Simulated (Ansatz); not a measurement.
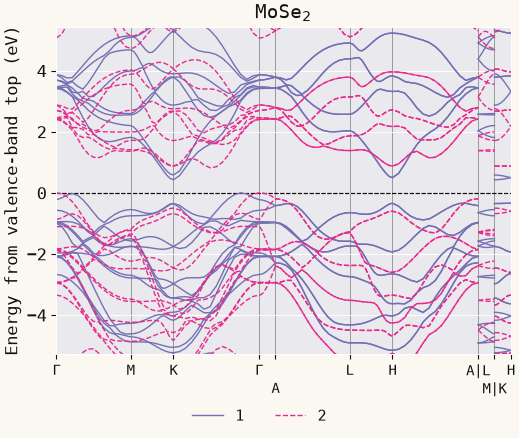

Band structures of MoSe₂, space group P6_3/mmc (No. 194), 6 atoms in the cell (a = 3.288 Å, c = 12.900 Å (hexagonal axes)), by two methods on the same cell. Each is counted from its own valence-band top.

Question: Which curve is which? The methods: PBEsol, r2SCAN+U (8 eV).

Answer: 1 is r2SCAN+U (8 eV); 2 is PBEsol. r2SCAN+U (8 eV) gives a gap of 0.43 eV along the path and PBEsol gives a gap of 0.82 eV along the path.

Settings. r2SCAN+U (8 eV): Mo d U = 8 eV, Ansatz PAW, no spin polarisation, no spin-orbit coupling, 9×9×2 k mesh, 500 eV cutoff, Fermi-Dirac smearing of 0.05 eV (Ansatz). PBEsol: Ansatz PAW, no spin polarisation, no spin-orbit coupling, 9×9×2 k mesh, 420 eV cutoff, Fermi-Dirac smearing of 0.05 eV (Ansatz 0.2.0).

The cell is at 3 GPa in PBEsol and 11 GPa in r2SCAN+U (8 eV). The cell's inner coordinates are idealised or old. Spin-orbit coupling is left out, which matters for Mo and Se. The PAW data sets were made with another functional. LDA, GGA and most meta-GGA functionals understate gaps.
